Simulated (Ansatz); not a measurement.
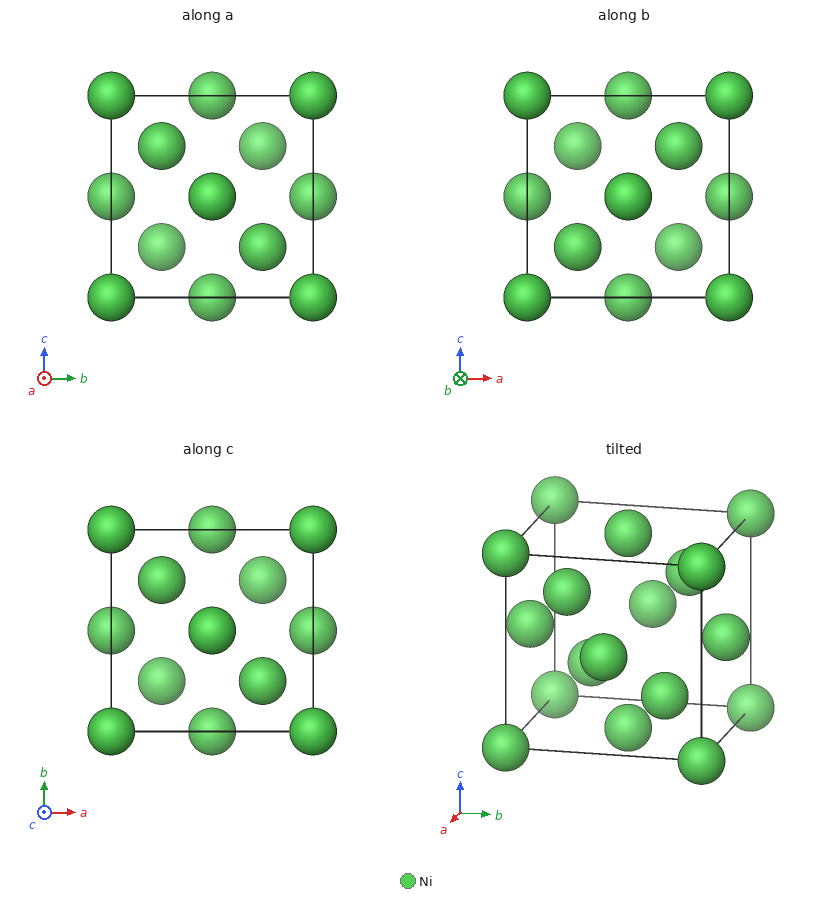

View along the a axis, along the b axis, along the c axis and slightly off an axis, drawn as a spheres-only model. One conventional unit cell is framed, with atoms on its boundary repeated.

Lattice parameters: a = 5.1860 Å, b = 5.1860 Å, c = 5.1860 Å, α = 90.000°, β = 90.000°, γ = 90.000°.

Q: From the views, write a CIF with its space group and independent sites.

A:
```cif
data_structure
_symmetry_space_group_name_H-M 'F d -3 m :1'
_symmetry_Int_Tables_number 227
_cell_length_a 5.1860
_cell_length_b 5.1860
_cell_length_c 5.1860
_cell_angle_alpha 90.000
_cell_angle_beta 90.000
_cell_angle_gamma 90.000
_cell_volume 139.48
loop_
_atom_site_label
_atom_site_type_symbol
_atom_site_symmetry_multiplicity
_atom_site_Wyckoff_symbol
_atom_site_fract_x
_atom_site_fract_y
_atom_site_fract_z
_atom_site_occupancy
Ni1 Ni 8 a 0.2500 0.7500 0.7500 1
```

Origin of the cell: a structure type filled with this element by a generator (whether the element takes this form wasn't checked). Earlier steps of the study may have refined or changed the cell and positions. An electronic-structure calculation with Ansatz was run on it.
